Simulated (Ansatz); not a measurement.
## What a change does: single-point calculation on Al

System: Al (Ima2, 4 atoms in the cell).
Method of the first run: DFT PBEsol, scalar-relativistic, plane waves, PAW, no spin polarisation (Ansatz 0.2.0).

The structure derives from a Materials Project entry. Text and figures count atoms from 1; the logs count them from 0 in places.

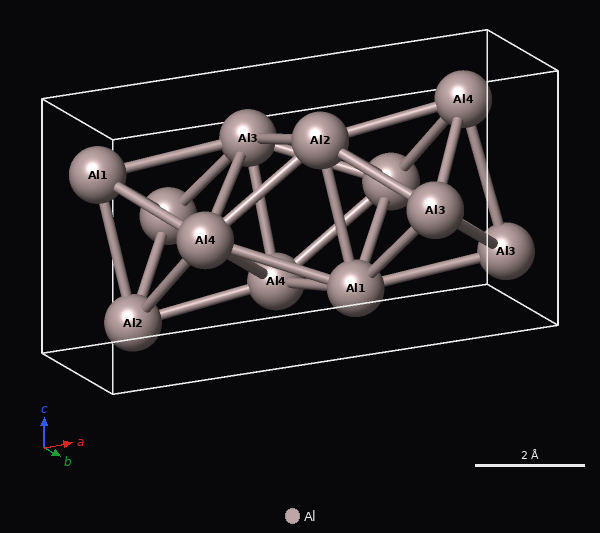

**Figure 1.** The structure (ball-and-stick view of the cell 2 times as large as that of the calculation, set on its symmetry axes, seen at an oblique angle; atoms are numbered from 1 in the order of the input). An atom can appear more than once, as a periodic image. Near neighbours in the periodic cell (some may lie outside the picture): Al has 12 Al at 2.71 to 3.01 Å.

Input, the first run:
```yaml
crystal:
  lattice:
    - [-2.8500701807, 0.0, 0.0]
    - [0.0, 4.9364663581, 0.0]
    - [1.4250350903, -2.4682331791, -4.6373162797]
  atoms:
    - { symbol: Al, position: [0.125, 0.7916666667, 0.25] }
    - { symbol: Al, position: [0.625, 0.2916666667, 0.25] }
    - { symbol: Al, position: [0.9276302829, 0.2083333333, 0.75] }
    - { symbol: Al, position: [0.3223697171, 0.7083333333, 0.75] }
basis:
  ecutwfc: 420
kpoints:
  mp_grid: { grid: [22, 22, 22] }
hamiltonian:
  xc: pbesol
scf:
  occupations: { method: gaussian, width: 0.15 }
output:
  forces: true
  stress: true
  eigenvalues: true
```

Command:
```bash
ansatz run input.yaml --threads 2 --pin off --max-ram 5120MiB --backend cpu --events-out ev --progress --plain --runs-dir out
```

Hardware: 2 threads of AMD EPYC (Zen 3), 189 GiB of memory available, shared host.

Output, shortened to warnings, some set-up lines, iterations and results (the first run):
```
Basis set: ecut = 420 eV, 1263 PW (Γ), exchange–correlation on 40×72×80 points (8 copies of the dense FFT grid, shifted against one another)
Symmetry: 4 space group operations
k-points: 1530 of 10648 (time reversal used)
Initial density: superposition of atomic densities (neutral atoms: chi_scale 0, normalization atom), corrected by the library's trained network
[...]
SCF iter   1: F=—  HF=-2098.007493 eV  |F-HF|=—  |Δ(HF+E_count)|=         —  Δρ=2.02e-3  dr2=3.07e-3  ethr=1.77e-3  ⟨swp⟩=6.5  Hψ=124816  notcnv=0
SCF iter   2: F=—  HF=-2098.006998 eV  |F-HF|=—  |Δ(HF+E_count)|=   4.95e-4  Δρ=1.20e-3  dr2=1.09e-3  ethr=2.56e-5  ⟨swp⟩=1.0  Hψ=27673  notcnv=0
SCF iter   3: F=—  HF=-2098.006665 eV  |F-HF|=—  |Δ(HF+E_count)|=   3.33e-4  Δρ=8.63e-5  dr2=6.67e-6  ethr=9.10e-6  ⟨swp⟩=2.0  Hψ=23458  notcnv=0
SCF iter   4: F=—  HF=-2098.006631 eV  |F-HF|=—  |Δ(HF+E_count)|=   3.42e-5  Δρ=2.46e-5  dr2=6.21e-7  ethr=5.55e-8  ⟨swp⟩=2.2  Hψ=24010  notcnv=0
SCF iter   5: F=—  HF=-2098.006631 eV  |F-HF|=—  |Δ(HF+E_count)|=   1.50e-7  Δρ=1.86e-5  dr2=1.02e-6  ethr=5.17e-9  ⟨swp⟩=2.0  Hψ=22948  notcnv=0
SCF iter   6: F=-2098.006630 eV  HF=-2098.006630 eV  |F-HF|=2.26e-9  |Δ(HF+E_count)|=   2.81e-7  Δρ=1.90e-6  dr2=3.88e-9  ethr=8.33e-10  ⟨swp⟩=3.0  Hψ=63082  notcnv=0
SCF 1 converged in 6 iterations: F = -2098.006630 eV  dr2 = 3.88e-9
SCF converged after 6 iterations
Free energy (F): -2098.006630 eV
Harris-Foulkes:  -2098.006630 eV  (|F-HF|=2.26e-9)
Internal energy: -2097.988534 eV  (E = F + TS)
E sigma→0 (E₀):  -2097.997582 eV
Entropy (-TS):   -0.018096 eV (-4.524 meV/atom)
Fermi energy:    7.990281 eV
--- Per-component energies (eV) ---
  E_band       = 42.650535
  E_kinetic    = 92.029559
  E_local      = 39.310052  (includes V_loc(G=0)·N_el)
  E_nonlocal   = 41.969674
  E_hartree    = 0.463251
  E_xc         = -157.942781
  E_vxc        = -117.023797  (∫ρ·V_xc dr)
  E_paw        = -1818.939213  (= ΣΔE_a)
  E_vpaw       = -14.561466  (= ΣTr[D̂ρ^β])
  E_aug_tail   = -0.000010  (compensation charges beyond the density's cutoff)
  E_ewald      = -294.955622
  E_core_change = 0.076556  (= ΣΔE_core)
  E_smearing   = -0.018096  (= −TS)
  E_closure    = 0.000000  (closes the sum)
  Σ components = -2098.006630   (vs F -2098.006630, Δ=0.00e0)
--- Forces (eV/Å), atoms counted from 1 ---
  atom   1  Al     0.00000000    -0.03443277     0.00000000
  atom   2  Al     0.00000000    -0.03443277     0.00000000
  atom   3  Al     0.41674491     0.03443259    -0.00000000
  atom   4  Al    -0.41674491     0.03443259     0.00000000
  max |Σ_I F_I| component: 3.70e-7 eV/Å
--- Stress (GPa, compression-positive) ---
       -0.175877      -0.000000       0.000000
       -0.000000       0.974502       0.000000
        0.000000       0.000000       1.083742
  P = ⅓ Tr σ = 0.6275 GPa (6.275 kbar)
```

For the second run the input was changed thus:
```diff
-basis:
-  ecutwfc: 420
+accuracy: low
```

How does the second run compare with the first run?

The energy doesn't change within 0.01 meV per atom. The number of SCF iterations is the same.

Output, shortened to warnings, some set-up lines, iterations and results (the second run):
```
Basis set: ecut = 420 eV, 1263 PW (Γ), exchange–correlation on 40×72×80 points (8 copies of the dense FFT grid, shifted against one another)
Symmetry: 4 space group operations
k-points: 1530 of 10648 (time reversal used)
Initial density: superposition of atomic densities (neutral atoms: chi_scale 0, normalization atom), corrected by the library's trained network
[...]
SCF iter   1: F=—  HF=-2098.007493 eV  |F-HF|=—  |Δ(HF+E_count)|=         —  Δρ=2.02e-3  dr2=3.07e-3  ethr=1.77e-3  ⟨swp⟩=6.5  Hψ=124816  notcnv=0
SCF iter   2: F=—  HF=-2098.006998 eV  |F-HF|=—  |Δ(HF+E_count)|=   4.95e-4  Δρ=1.20e-3  dr2=1.09e-3  ethr=2.56e-5  ⟨swp⟩=1.0  Hψ=27673  notcnv=0
SCF iter   3: F=—  HF=-2098.006665 eV  |F-HF|=—  |Δ(HF+E_count)|=   3.33e-4  Δρ=8.63e-5  dr2=6.67e-6  ethr=9.10e-6  ⟨swp⟩=2.0  Hψ=23458  notcnv=0
SCF iter   4: F=—  HF=-2098.006631 eV  |F-HF|=—  |Δ(HF+E_count)|=   3.42e-5  Δρ=2.46e-5  dr2=6.21e-7  ethr=5.55e-8  ⟨swp⟩=2.2  Hψ=24010  notcnv=0
SCF iter   5: F=—  HF=-2098.006631 eV  |F-HF|=—  |Δ(HF+E_count)|=   1.50e-7  Δρ=1.86e-5  dr2=1.02e-6  ethr=5.17e-9  ⟨swp⟩=2.0  Hψ=22948  notcnv=0
SCF iter   6: F=-2098.006630 eV  HF=-2098.006630 eV  |F-HF|=2.26e-9  |Δ(HF+E_count)|=   2.81e-7  Δρ=1.90e-6  dr2=3.88e-9  ethr=8.33e-10  ⟨swp⟩=3.0  Hψ=63082  notcnv=0
SCF 1 converged in 6 iterations: F = -2098.006630 eV  dr2 = 3.88e-9
SCF converged after 6 iterations
Free energy (F): -2098.006630 eV
Harris-Foulkes:  -2098.006630 eV  (|F-HF|=2.26e-9)
Internal energy: -2097.988534 eV  (E = F + TS)
E sigma→0 (E₀):  -2097.997582 eV
Entropy (-TS):   -0.018096 eV (-4.524 meV/atom)
Fermi energy:    7.990281 eV
--- Per-component energies (eV) ---
  E_band       = 42.650535
  E_kinetic    = 92.029559
  E_local      = 39.310052  (includes V_loc(G=0)·N_el)
  E_nonlocal   = 41.969674
  E_hartree    = 0.463251
  E_xc         = -157.942781
  E_vxc        = -117.023797  (∫ρ·V_xc dr)
  E_paw        = -1818.939213  (= ΣΔE_a)
  E_vpaw       = -14.561466  (= ΣTr[D̂ρ^β])
  E_aug_tail   = -0.000010  (compensation charges beyond the density's cutoff)
  E_ewald      = -294.955622
  E_core_change = 0.076556  (= ΣΔE_core)
  E_smearing   = -0.018096  (= −TS)
  E_closure    = 0.000000  (closes the sum)
  Σ components = -2098.006630   (vs F -2098.006630, Δ=0.00e0)
--- Forces (eV/Å), atoms counted from 1 ---
  atom   1  Al     0.00000000    -0.03443277     0.00000000
  atom   2  Al     0.00000000    -0.03443277     0.00000000
  atom   3  Al     0.41674491     0.03443259    -0.00000000
  atom   4  Al    -0.41674491     0.03443259     0.00000000
  max |Σ_I F_I| component: 3.70e-7 eV/Å
--- Stress (GPa, compression-positive) ---
       -0.175877      -0.000000       0.000000
       -0.000000       0.974502       0.000000
        0.000000       0.000000       1.083742
  P = ⅓ Tr σ = 0.6275 GPa (6.275 kbar)
```

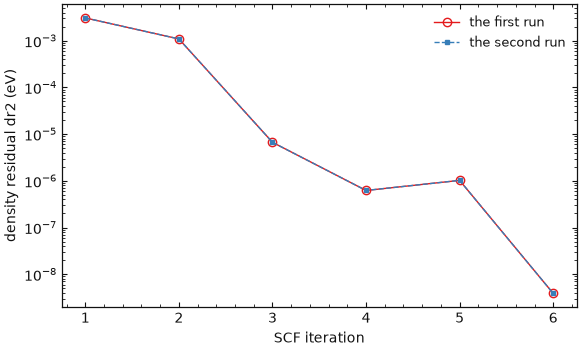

**Figure 2.** Convergence of the two runs: density residual dr2 against the SCF iteration. The first run takes 6 iterations in all, and the second run takes 6.

The two runs side by side:

| quantity | the first run | the second run |
| --- | --- | --- |
| outcome | converged | converged |
| free energy per atom (eV) | −524.5017 | −524.5017 |
| energy per atom, smearing taken to zero (eV) | −524.4994 | −524.4994 |
| gap on the mesh (eV) | 0.00 | 0.00 |
| pressure (GPa) | 0.63 | 0.63 |
| largest force (eV/Å) | 0.418 | 0.418 |
| SCF iterations | 6 | 6 |
| irreducible k-points | 1530 | 1530 |
| plane waves at Γ | 1263 | 1263 |
| wall time (shared host) | 88 s | 77 s |

For the second run: These settings are looser than, or depart from, a standard set-up, so the numbers are not reference values for this system. The input asks for low accuracy.
